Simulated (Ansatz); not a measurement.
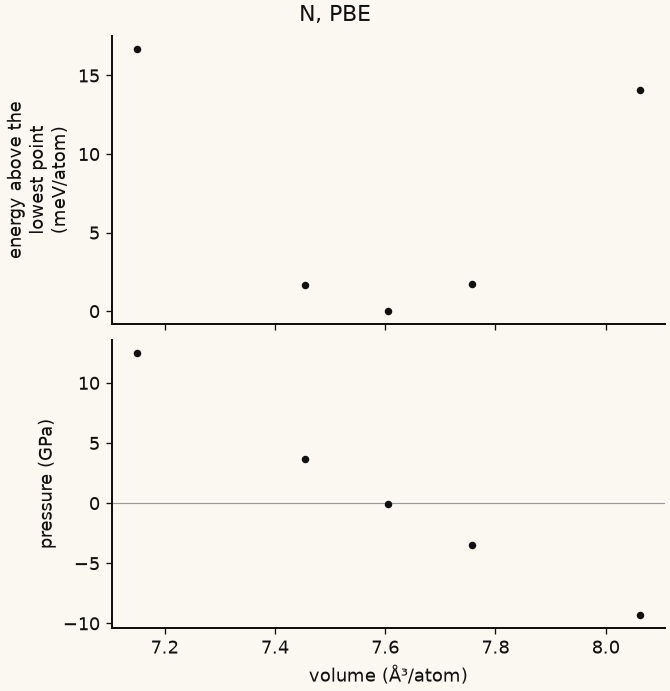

Plotted: energy above the lowest point and pressure against volume for N, space group Fm-3m (No. 225) (one of a set of cubic test structures, which need not be the stable phase).

Calculation (Ansatz 0.2.0 development build): equation of state of a cubic crystal from periodic Kohn-Sham density functional theory without spin, third-order Birch-Murnaghan fit to the free energies; pressure corrected for the finite basis. Level: PBE.

- structure type: fcc
- atoms in cell: 1
- space group number: 225
- lattice centring: face-centred primitive
- k mesh: 60×60×60
- occupation method: Fermi–Dirac
- occupation width: 0.06123 eV
- wave cutoff: 420 eV
- datasets: soft-1 PAW
- density tolerance: 1e−07 eV
- bands: 7
- density cutoff ratio: 4
- search for lower states: default

The points at volume 7.3015 Å³/atom and 7.9100 Å³/atom are left out of the plot. What values does the calculation give there?

| volume (Å³/atom) | energy above the lowest point (meV/atom) | pressure (GPa) |
| --- | --- | --- |
| 7.3015 | 7.1 | 7.8 |
| 7.9100 | 6.5 | −6.6 |

Note: cubic model structure, not the ambient form.
